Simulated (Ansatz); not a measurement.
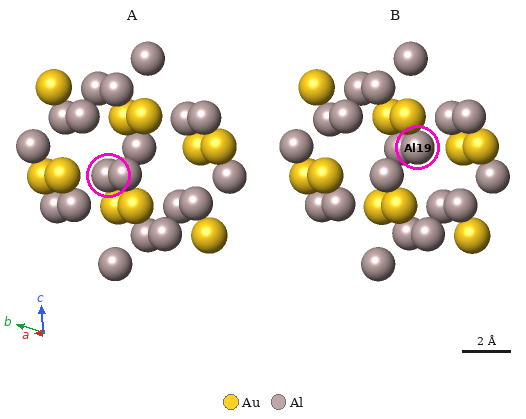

The two relaxed end points of a path for a defect cell of composition Al$_{15}$Au$_{8}$ with an Al vacancy (23 atoms in the cell). Style: spheres-only. Shown: the atoms within 5.0 Å of the middle of the path, from a free direction. The moving atom is ringed, with any periodic copies.

Computed with Ansatz, DFT, PAW plane waves, PBE.

Settings: plane-wave cutoff 420 eV; k-point mesh 2 × 2 × 2; Fermi-Dirac smearing 0.05 eV; 3 movable images; climbing image; force threshold 0.1 eV/Å; iteration limit 40.

Start:
```xyz
23
Lattice="0.0000 6.0089 6.0089 6.0089 0.0000 6.0089 6.0089 6.0089 0.0000" Properties=species:S:1:pos:R:3 pbc="T T T"
Au    6.0083   12.0113    6.0064
Al    1.5078    1.5017    1.5060
Au    3.0159    9.0187    6.0065
Al    4.5122    4.5060    1.6068
Al    7.5166    7.5107    4.5025
Au    9.0249   12.0113    9.0233
Al    4.5122    1.6033    4.5103
Al    7.5166    4.4979    7.5149
Au    6.0333    8.9941    8.9981
Al    7.4156    4.5060    4.5104
Al   10.5292    7.5106    7.5148
Au    6.0084    9.0187    3.0142
Al    1.6090    4.5060    4.5103
Al    4.5040    7.5105    7.5147
Au    9.0004    6.0268    8.9983
Al    4.5123    7.4096    4.5103
Al    7.5167   10.5234    7.5147
Au    9.0003    8.9942    6.0314
Al    4.5122    4.5061    7.4143
Al    7.5168    7.5104   10.5272
Au    6.0330    6.0268    6.0313
Al    7.5168    7.5103    7.5147
Al   10.5211   10.5148   10.5192
```

End:
```xyz
23
Lattice="0.0000 6.0089 6.0089 6.0089 0.0000 6.0089 6.0089 6.0089 0.0000" Properties=species:S:1:pos:R:3 pbc="T T T"
Au    6.0058    6.0015    0.0069
Al    1.5054    1.5007    1.4964
Au    3.0140    3.0085    0.0071
Al    4.5095    4.5061    1.5039
Al    7.5152    7.5103    4.5084
Au    8.9969    6.0265    3.0252
Al    4.5169    1.5010    4.5080
Al    7.4127    4.5052    7.5130
Au    6.0058    3.0092    2.9994
Al    7.5144    4.4971    4.5078
Al   10.5194    7.6135    7.5130
Au    6.0326    8.9928    3.0254
Al    1.5061    4.5131    4.5080
Al    4.5106    7.4052    7.5124
Au    3.0135    6.0026    3.0005
Al    4.5039    7.5094    4.5079
Al    7.6173   10.5139    7.5124
Au    8.9981    8.9933    5.9911
Al    4.5103    4.5059    4.6111
Al    7.5142    7.5098   10.5168
Au    6.0329    6.0265    5.9911
Al    7.5153    7.5104    7.5200
Al   10.5192   10.5136   10.4118
```

Predict the minimum-energy path and its barrier.

Answer. The barrier is about 0.86 eV in both directions, with image 2 at the top; the ends have the same energy. It is a vacancy jump: a nearby atom moves into the empty site and leaves its own site empty. An Al atom travels furthest, 2.80 Å from end to end, along [−1 −1 1], on a straight line. At the highest image its nearest neighbour (Au) is 2.41 Å away, against 2.56 Å at the start, and the surrounding atoms stand up to 0.25 Å off the mean of their end positions. The band converged in 4 iterations. The largest component of the band force went from 2.8 to 0.052 eV/Å. The climbing image converged on the top of the path. Its curvatures weren't checked. The force threshold of 0.1 eV/Å is loose, so the barrier is approximate.

Energies of the converged images:

```csv
image,path (Å),E (eV)
0,0.00,0.000
1,0.79,0.382
2,1.57,0.862
3,2.36,0.383
4,3.15,0.000
```

The geometry at the top of the path:

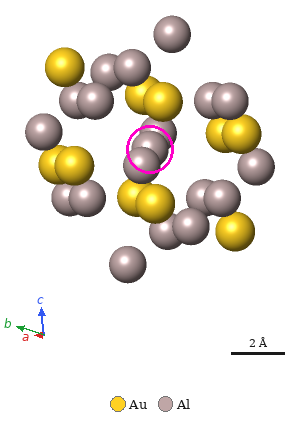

Limits of the set-up: the k-point mesh is coarse for a cell with partly filled bands; the periodic images lie only 8.5 Å apart, so the values are limited by the cell's size.

The run took 43 s on 4 threads of AMD EPYC 9R45 96-Core Processor (Zen 5) (shared host), peak memory 2.4 GiB.
